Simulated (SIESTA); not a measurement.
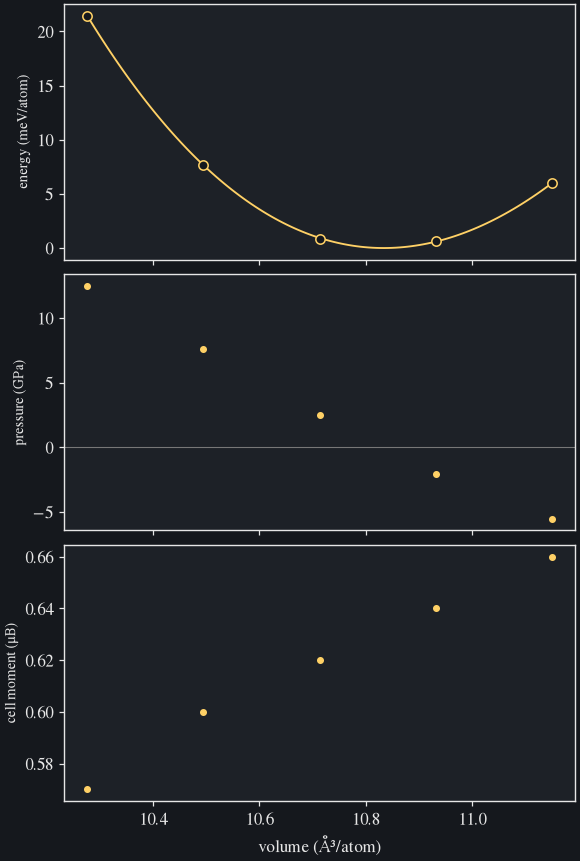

Calculation (SIESTA 5.4.2): DFT in numerical atomic orbitals with pseudopotentials, collinear spins; energies at scaled volumes of the given cell, shape and fractions fixed, counted from the fit's minimum, third-order Birch-Murnaghan fit. Level: PBEsol, collinear spin.

```json
{"setting": "k mesh", "value": "8×8×8"}
{"setting": "occupations", "value": "Fermi–Dirac"}
{"setting": "smearing width", "value": "0.05 eV"}
{"setting": "potentials", "value": "PseudoDojo 0.4 standard, converted to PSML, two zetas on semicore shells"}
{"setting": "program settings", "value": "basis DZP, mesh cutoff 800 Ry"}
```

Cell as given: a = 3.523 Å, b = 3.523 Å, c = 3.523 Å, α = 90.00°, β = 90.00°, γ = 90.00°; 4 atoms.

Energy, pressure and cell moment against volume for AlNi₃, space group Pm-3m (No. 221).

A third-order Birch–Murnaghan fit gives V0 = 10.83 Å³/atom, B0 = 219 GPa and B′ = 4.2. The energy is 21.46 meV/atom at volume 10.28 Å³/atom and 6.00 meV/atom at 11.15 Å³/atom; the lowest computed point is at volume 10.93 Å³/atom (0.65 meV/atom). The pressure falls from 12.47 GPa at volume 10.28 Å³/atom to −5.53 GPa at 11.15 Å³/atom, and changes sign near 10.83 Å³/atom. The cell moment rises from 0.57 μB at volume 10.28 Å³/atom to 0.66 μB at 11.15 Å³/atom.

Keep in mind: mulliken charges of long orbitals; short basis over semicore shells.
